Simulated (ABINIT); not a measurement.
Band-structure run, with input and output: Bi (part 3 of 3)

Continued. System: Bi (1 atom in the cell). Method: Kohn-Sham DFT of a periodic cell, AM05, JTH PAW PBE v2.0, no spin polarisation (ABINIT 10.8.3); cutoff 408.17 eV, 9×9×9 k-mesh, fermi-dirac of 0.05 eV. The structure derives from a Materials Project entry.

Geometry of the input (Å; fractional positions):
```
-1.9814  1.9814  1.9814
1.9814  -1.9814  1.9814
1.9814  1.9814  -1.9814
Bi 0.0000  0.0000  0.0000
```

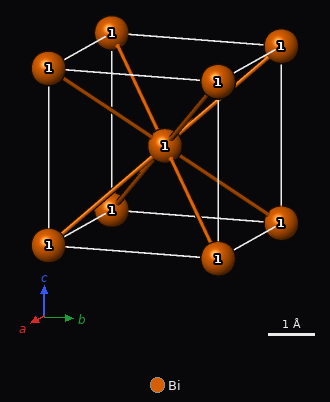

**Figure 1.** The input geometry (ball-and-stick view of the cell 2 times as large as that of the calculation, set on its symmetry axes, seen slightly off an axis; atoms are numbered from 1 in the order of the input).

**The program's output, continued**
```
  2.83E-13  7.63E-13  8.00E-13  6.25E-13  8.36E-13  9.39E-13  1.94E-13  9.20E-13
  8.34E-13  4.26E-13  6.88E-13  7.58E-13  9.23E-13  9.21E-13  5.90E-13  2.85E-08
 -5.5727E-01 -5.5727E-01 -5.5437E-01 -5.5437E-01 -5.5426E-01 -8.5997E-02
  1.6104E-01  2.3242E-01  2.3242E-01  7.9336E-01  7.9336E-01  8.0412E-01
  8.5922E-01  8.6076E-01  8.6076E-01  9.2997E-01
 Non-SCF case, kpt   28 (  0.25000  0.25000  0.25000), residuals and eigenvalues=
  6.05E-13  4.77E-13  2.43E-13  8.41E-13  8.80E-13  4.99E-13  6.43E-13  3.88E-13
  2.10E-13  9.48E-13  4.55E-13  5.40E-13  6.89E-13  8.53E-13  3.27E-12  2.53E-12
 -5.5617E-01 -5.5617E-01 -5.5617E-01 -5.5429E-01 -5.5429E-01 -8.0619E-02
  1.9973E-01  1.9973E-01  1.9973E-01  8.3550E-01  8.3550E-01  8.3550E-01
  9.0690E-01  9.0690E-01  9.0690E-01  9.0938E-01
 Non-SCF case, kpt   29 (  0.28571  0.14286  0.28571), residuals and eigenvalues=
  4.31E-13  7.83E-13  5.25E-13  3.29E-13  7.98E-13  8.80E-13  8.32E-13  7.50E-13
  5.36E-13  8.79E-13  4.76E-13  4.66E-13  7.29E-13  9.01E-13  4.44E-13  4.26E-04
 -5.5809E-01 -5.5537E-01 -5.5537E-01 -5.5425E-01 -5.5425E-01 -8.2434E-02
  1.7747E-01  1.7747E-01  2.6662E-01  7.4154E-01  7.9581E-01  7.9581E-01
  8.8323E-01  8.8323E-01  8.8503E-01  9.6444E-01
 Non-SCF case, kpt   30 (  0.32143  0.03571  0.32143), residuals and eigenvalues=
  7.48E-13  3.66E-13  3.75E-13  3.09E-13  1.57E-13  6.90E-13  3.12E-13  3.61E-13
  2.96E-13  9.64E-13  4.74E-13  4.57E-13  4.77E-13  4.14E-13  6.28E-13  3.75E-05
 -5.5904E-01 -5.5546E-01 -5.5546E-01 -5.5365E-01 -5.5365E-01 -8.2877E-02
  1.6618E-01  1.6618E-01  3.4638E-01  6.3321E-01  7.0813E-01  7.0813E-01
  8.7365E-01  8.7993E-01  8.7993E-01  1.0364E+00
 Non-SCF case, kpt   31 (  0.35714 -0.07143  0.35714), residuals and eigenvalues=
  2.66E-13  6.91E-13  3.02E-13  2.84E-13  8.50E-13  1.31E-13  6.12E-13  3.49E-13
  2.51E-13  2.45E-13  4.41E-13  6.21E-13  8.22E-13  6.91E-13  6.58E-13  3.18E-06
 -5.5853E-01 -5.5615E-01 -5.5615E-01 -5.5293E-01 -5.5293E-01 -7.7889E-02
  1.6581E-01  1.6581E-01  4.0330E-01  5.6829E-01  6.2254E-01  6.2254E-01
  8.6861E-01  8.8300E-01  8.8300E-01  1.0938E+00
 Non-SCF case, kpt   32 (  0.39286 -0.17857  0.39286), residuals and eigenvalues=
  4.94E-13  3.97E-13  1.11E-13  4.11E-13  9.13E-13  1.73E-13  2.97E-13  8.22E-13
  9.25E-14  8.02E-13  2.31E-13  3.33E-13  6.04E-13  6.39E-13  8.56E-13  5.07E-07
 -5.5717E-01 -5.5717E-01 -5.5678E-01 -5.5240E-01 -5.5240E-01 -6.6334E-02
  1.7536E-01  1.7536E-01  3.6488E-01  5.4537E-01  5.4537E-01  6.2073E-01
  8.6904E-01  8.9367E-01  8.9367E-01  1.1212E+00
 Non-SCF case, kpt   33 (  0.42857 -0.28571  0.42857), residuals and eigenvalues=
  3.94E-13  6.29E-13  3.92E-13  2.51E-13  8.81E-13  9.22E-13  5.94E-13  1.95E-13
  6.71E-13  4.83E-13  1.35E-13  7.49E-13  4.84E-13  5.71E-13  7.63E-13  5.97E-06
 -5.5824E-01 -5.5824E-01 -5.5445E-01 -5.5201E-01 -5.5201E-01 -4.9311E-02
  1.9230E-01  1.9230E-01  2.9507E-01  4.8014E-01  4.8014E-01  7.2755E-01
  8.7404E-01  9.1109E-01  9.1109E-01  1.1064E+00
 Non-SCF case, kpt   34 (  0.46429 -0.39286  0.46429), residuals and eigenvalues=
  5.82E-13  6.23E-13  3.25E-13  7.28E-13  7.27E-13  6.88E-13  4.98E-13  3.01E-13
  5.13E-13  4.77E-13  5.12E-13  9.63E-13  9.40E-13  1.38E-13  4.35E-13  9.90E-07
 -5.5906E-01 -5.5906E-01 -5.5249E-01 -5.5179E-01 -5.5179E-01 -3.1571E-02
  2.1080E-01  2.1080E-01  2.4072E-01  4.3274E-01  4.3274E-01  8.3451E-01
  8.8961E-01  9.3067E-01  9.3067E-01  1.0779E+00
 Non-SCF case, kpt   35 (  0.50000 -0.50000  0.50000), residuals and eigenvalues=
  5.58E-13  9.51E-13  7.55E-13  2.12E-13  1.93E-13  3.97E-13  3.53E-13  9.34E-13
  7.04E-13  4.29E-13  8.04E-13  5.14E-13  4.88E-13  7.48E-14  6.13E-13  1.45E-10
 -5.5935E-01 -5.5935E-01 -5.5169E-01 -5.5169E-01 -5.5169E-01 -2.3247E-02
  2.1967E-01  2.1967E-01  2.1967E-01  4.1426E-01  4.1426E-01  8.6468E-01
  9.4067E-01  9.4067E-01  9.4067E-01  1.0637E+00

--- !ResultsGS
iteration_state: {dtset: 2, }
comment   : Summary of ground state results
lattice_vectors:
- [ -3.7443610,   3.7443610,   3.7443610, ]
- [  3.7443610,  -3.7443610,   3.7443610, ]
- [  3.7443610,   3.7443610,  -3.7443610, ]
lattice_lengths: [   6.48542,    6.48542,    6.48542, ]
lattice_angles: [109.471, 109.471, 109.471, ] # degrees, (23, 13, 12)
lattice_volume:   2.0998736E+02
convergence: {deltae:  0.000E+00, res2:  0.000E+00, residm:  9.965E-13, diffor:  0.000E+00, }
etotal    :  -7.21903639E+01
entropy   :   0.00000000E+00
fermie    :   2.85840326E-01
cartesian_stress_tensor: null
pressure_GPa: null
xred      :
- [  0.0000E+00,   0.0000E+00,   0.0000E+00, Bi]
cartesian_forces: null
force_length_stats: {min: null, max: null, mean: null, }
...

 Integrated electronic density in atomic spheres:
 ------------------------------------------------
 Atom  Sphere_radius  Integrated_density
    1        2.41231         12.14485924

================================================================================

 ----iterations are completed or convergence reached----

 Mean square residual over all n,k,spin=   55.567E-14; max=  99.646E-14
 reduced coordinates (array xred) for    1 atoms
       0.000000000000      0.000000000000      0.000000000000

 cartesian coordinates (angstrom) at end:
    1      0.00000000000000     0.00000000000000     0.00000000000000
 length scales=  1.000000000000  1.000000000000  1.000000000000 bohr
              =  0.529177210544  0.529177210544  0.529177210544 angstroms
 Eigenvalues (   eV  ) for nkpt=  35  k points:
 kpt#   1, nband= 16, wtk=  1.00000, kpt=  0.0000  0.0000  0.0000 (reduced coord)
 -15.20674  -15.20674  -15.20674  -15.08005  -15.08005   -5.77183   12.89654   12.89654
  12.89654   16.75147   18.31953   18.31953   18.31953   19.49101   19.49101   19.49101
 kpt#   2, nband= 16, wtk=  1.00000, kpt=  0.0625 -0.0625  0.0625 (reduced coord)
 -15.19992  -15.19992  -15.19925  -15.08446  -15.07961   -5.62944   11.73326   12.44323
  12.44323   17.18807   17.81105   17.83075   17.83075   19.56514   20.80924   20.80952
 kpt#   3, nband= 16, wtk=  1.00000, kpt=  0.1250 -0.1250  0.1250 (reduced coord)
 -15.18345  -15.18345  -15.17829  -15.09925  -15.07957   -5.20703    9.85515   11.30588
  11.30588   15.64098   17.86462   17.86462   19.06512   19.79102   22.84010   23.02701
 kpt#   4, nband= 16, wtk=  1.00000, kpt=  0.1875 -0.1875  0.1875 (reduced coord)
 -15.15731  -15.15731  -15.14548  -15.12163  -15.08765   -4.52261    8.16418    9.93226
   9.93226   14.29109   18.54525   18.54525   19.94636   20.17753   23.06224   25.52343
 kpt#   5, nband= 16, wtk=  1.00000, kpt=  0.2500 -0.2500  0.2500 (reduced coord)
 -15.14926  -15.12201  -15.12201  -15.10890  -15.10852   -3.61952    6.84397    8.61951
   8.61951   13.19064   19.67608   19.67608   20.03245   20.73320   20.95224   28.07650
 kpt#   6, nband= 16, wtk=  1.00000, kpt=  0.3125 -0.3125  0.3125 (reduced coord)
 -15.17573  -15.14216  -15.08327  -15.08327  -15.07203   -2.58873    5.97459    7.50828
   7.50828   12.34396   17.01303   21.13753   21.13753   21.45573   22.03298   30.30555
 kpt#   7, nband= 16, wtk=  1.00000, kpt=  0.3750 -0.3750  0.3750 (reduced coord)
 -15.19957  -15.17947  -15.04744  -15.04744  -15.04104   -1.59876    5.62258    6.67166
   6.67166   11.74596   14.27551   22.30552   22.82877   22.82877   23.37155   31.15800
 kpt#   8, nband= 16, wtk=  1.00000, kpt=  0.4375 -0.4375  0.4375 (reduced coord)
 -15.21541  -15.20989  -15.02255  -15.02255  -15.02049   -0.88610    5.76545    6.15314
   6.15314   11.39038   12.15815   23.13250   24.57049   24.57049   24.79548   29.61120
 kpt#   9, nband= 16, wtk=  1.00000, kpt=  0.5000 -0.5000  0.5000 (reduced coord)
 -15.22066  -15.22066  -15.01220  -15.01220  -15.01220   -0.63257    5.97756    5.97756
   5.97756   11.27247   11.27247   23.52908   25.59686   25.59686   25.59686   28.94571
 kpt#  10, nband= 16, wtk=  1.00000, kpt=  0.4167 -0.4167  0.5000 (reduced coord)
 -15.21474  -15.21215  -15.02918  -15.02099  -15.01094   -0.84432    5.58311    6.13313
   6.30324   11.56726   11.89200   22.99168   24.01027   24.99328   25.77830   28.93985
 kpt#  11, nband= 16, wtk=  1.00000, kpt=  0.3333 -0.3333  0.5000 (reduced coord)
 -15.19857  -15.18648  -15.07117  -15.04280  -15.00726   -1.33915    4.75755    6.58614
   7.11693   12.46263   13.39398   21.23640   21.49129   25.01307   26.31394   28.92747
 kpt#  12, nband= 16, wtk=  1.00000, kpt=  0.2500 -0.2500  0.5000 (reduced coord)
 -15.17957  -15.15331  -15.13035  -15.06953  -15.00239   -1.88559    3.92096    7.29211
   8.16022   13.92719   15.35891   19.08632   19.20645   25.56092   27.16748   28.92047
 kpt#  13, nband= 16, wtk=  1.00000, kpt=  0.1667 -0.1667  0.5000 (reduced coord)
 -15.18787  -15.17177  -15.11973  -15.08656  -14.99746   -2.33749    3.25419    8.15839
   9.30782   15.46760   17.34943   17.37399   17.59608   26.32495   28.11309   28.86153
 kpt#  14, nband= 16, wtk=  1.00000, kpt=  0.0833 -0.0833  0.5000 (reduced coord)
 -15.22979  -15.17825  -15.09491  -15.08763  -14.99393   -2.62659    2.83209    8.98422
  10.49071   14.58168   15.92401   18.74342   19.95193   26.01761   26.36064   27.07827
 kpt#  15, nband= 16, wtk=  1.00000, kpt=  0.0000  0.0000  0.5000 (reduced coord)
 -15.24547  -15.18406  -15.08581  -15.08554  -14.99376   -2.72536    2.68807    9.36374
  11.22154   13.68716   15.34446   20.22612   21.54643   24.23814   24.62290   27.42669
 kpt#  16, nband= 16, wtk=  1.00000, kpt=  0.0000  0.0000  0.4167 (reduced coord)
 -15.24269  -15.18036  -15.08843  -15.08555  -15.00752   -3.10499    3.33688    9.52940
  11.32208   13.80823   15.43653   19.81048   21.18375   24.81852   25.22430   26.64847
 kpt#  17, nband= 16, wtk=  1.00000, kpt=  0.0000  0.0000  0.3333 (reduced coord)
 -15.23506  -15.17637  -15.09447  -15.08397  -15.04660   -3.88888    4.91888   10.01089
  11.60682   14.17828   15.71403   19.01875   20.52506   24.99099   25.65838   25.77878
 kpt#  18, nband= 16, wtk=  1.00000, kpt=  0.0000  0.0000  0.2500 (reduced coord)
 -15.22508  -15.17968  -15.10046  -15.09641  -15.08316   -4.66572    6.98987   10.75776
  12.01983   14.81828   16.18006   18.34593   19.87723   23.14208   23.47399   23.66857
 kpt#  19, nband= 16, wtk=  1.00000, kpt=  0.0000  0.0000  0.1667 (reduced coord)
 -15.21515  -15.18991  -15.15304  -15.09021  -15.08141   -5.27016    9.30687   11.66516
  12.45640   15.76090   16.83611   18.01907   19.15120   21.31528   21.40244   21.88833
 kpt#  20, nband= 16, wtk=  1.00000, kpt=  0.0000  0.0000  0.0833 (reduced coord)
 -15.20843  -15.20119  -15.19135  -15.08278  -15.07991   -5.64527   11.59695   12.51451
  12.78055   16.99147   17.66187   17.92368   18.11221   20.04396   20.10272   20.37824
 kpt#  21, nband= 16, wtk=  1.00000, kpt=  0.0000  0.0000  0.0000 (reduced coord)
 -15.20674  -15.20674  -15.20674  -15.08005  -15.08005   -5.77183   12.89654   12.89654
  12.89654   16.75147   18.31953   18.31953   18.31953   19.49101   19.49101   19.49101
 kpt#  22, nband= 16, wtk=  1.00000, kpt=  0.0357  0.0357  0.0357 (reduced coord)
 -15.20617  -15.20617  -15.18836  -15.08184  -15.08184   -5.63242   11.45978   12.63123
  12.63123   17.36030   17.36030   17.60292   18.46160   19.94815   19.94815   20.42870
 kpt#  23, nband= 16, wtk=  1.00000, kpt=  0.0714  0.0714  0.0714 (reduced coord)
 -15.20655  -15.20655  -15.14280  -15.08628  -15.08628   -5.22016    9.14908   11.70681
  11.70681   16.92379   16.92379   18.30019   18.88741   20.28086   20.28086   23.09505
 kpt#  24, nband= 16, wtk=  1.00000, kpt=  0.1071  0.1071  0.1071 (reduced coord)
 -15.20587  -15.20587  -15.09068  -15.08929  -15.08929   -4.56085    7.02727   10.30579
  10.30579   17.43605   17.43605   18.87248   19.59568   20.75795   20.75795   26.34419
 kpt#  25, nband= 16, wtk=  1.00000, kpt=  0.1429  0.1429  0.1429 (reduced coord)
 -15.20092  -15.20092  -15.08968  -15.08968  -15.05349   -3.72759    5.36372    8.82579
   8.82579   18.54235   18.54235   19.61054   20.58398   21.42999   21.42999   27.33723
 kpt#  26, nband= 16, wtk=  1.00000, kpt=  0.1786  0.1786  0.1786 (reduced coord)
 -15.18644  -15.18644  -15.08679  -15.08679  -15.05101   -2.89344    4.38768    7.46995
   7.46995   20.00078   20.00078   20.60833   21.84810   22.31434   22.31434   26.21381
 kpt#  27, nband= 16, wtk=  1.00000, kpt=  0.2143  0.2143  0.2143 (reduced coord)
 -15.16403  -15.16403  -15.08525  -15.08525  -15.08223   -2.34010    4.38210    6.32448
   6.32448   21.58844   21.58844   21.88116   23.38060   23.42242   23.42242   25.30586
 kpt#  28, nband= 16, wtk=  1.00000, kpt=  0.2500  0.2500  0.2500 (reduced coord)
 -15.13410  -15.13410  -15.13410  -15.08307  -15.08307   -2.19376    5.43486    5.43486
   5.43486   22.73501   22.73501   22.73501   24.67805   24.67805   24.67805   24.74557
 kpt#  29, nband= 16, wtk=  1.00000, kpt=  0.2857  0.1429  0.2857 (reduced coord)
 -15.18631  -15.11240  -15.11240  -15.08197  -15.08197   -2.24314    4.82911    4.82911
   7.25497   20.17837   21.65498   21.65498   24.03385   24.03385   24.08292   26.24388
 kpt#  30, nband= 16, wtk=  1.00000, kpt=  0.3214  0.0357  0.3214 (reduced coord)
 -15.21212  -15.11496  -15.11496  -15.06567  -15.06567   -2.25521    4.52207    4.52207
   9.42561   17.23051   19.26914   19.26914   23.77336   23.94418   23.94418   28.20278
 kpt#  31, nband= 16, wtk=  1.00000, kpt=  0.3571 -0.0714  0.3571 (reduced coord)
 -15.19826  -15.13373  -15.13373  -15.04596  -15.04596   -2.11946    4.51181    4.51181
  10.97440   15.46383   16.94009   16.94009   23.63614   24.02755   24.02755   29.76488
 kpt#  32, nband= 16, wtk=  1.00000, kpt=  0.3929 -0.1786  0.3929 (reduced coord)
 -15.16144  -15.16144  -15.15089  -15.03165  -15.03165   -1.80503    4.77172    4.77172
   9.92896   14.84037   14.84037   16.89096   23.64786   24.31801   24.31801   30.50913
 kpt#  33, nband= 16, wtk=  1.00000, kpt=  0.4286 -0.2857  0.4286 (reduced coord)
 -15.19038  -15.19038  -15.08730  -15.02105  -15.02105   -1.34182    5.23262    5.23262
   8.02918   13.06519   13.06519   19.79766   23.78396   24.79196   24.79196   30.10605
 kpt#  34, nband= 16, wtk=  1.00000, kpt=  0.4643 -0.3929  0.4643 (reduced coord)
 -15.21277  -15.21277  -15.03394  -15.01506  -15.01506   -0.85909    5.73610    5.73610
   6.55035   11.77540   11.77540   22.70813   24.20747   25.32471   25.32471   29.33106
 kpt#  35, nband= 16, wtk=  1.00000, kpt=  0.5000 -0.5000  0.5000 (reduced coord)
 -15.22066  -15.22066  -15.01220  -15.01220  -15.01220   -0.63257    5.97756    5.97756
   5.97756   11.27247   11.27247   23.52908   25.59686   25.59686   25.59686   28.94571

== END DATASET(S) ==============================================================
================================================================================

 -outvars: echo values of variables after computation  --------
            acell      1.0000000000E+00  1.0000000000E+00  1.0000000000E+00 Bohr
           etotal1    -7.2190363947E+01
            fcart1    -0.0000000000E+00 -0.0000000000E+00 -0.0000000000E+00
            rprim     -3.7443610401E+00  3.7443610401E+00  3.7443610401E+00
                       3.7443610401E+00 -3.7443610401E+00  3.7443610401E+00
                       3.7443610401E+00  3.7443610401E+00 -3.7443610401E+00
           strten1     1.1964363425E-04  1.1964363425E-04  1.1964363425E-04
                       0.0000000000E+00  0.0000000000E+00  0.0000000000E+00
 Calculation completed.
```
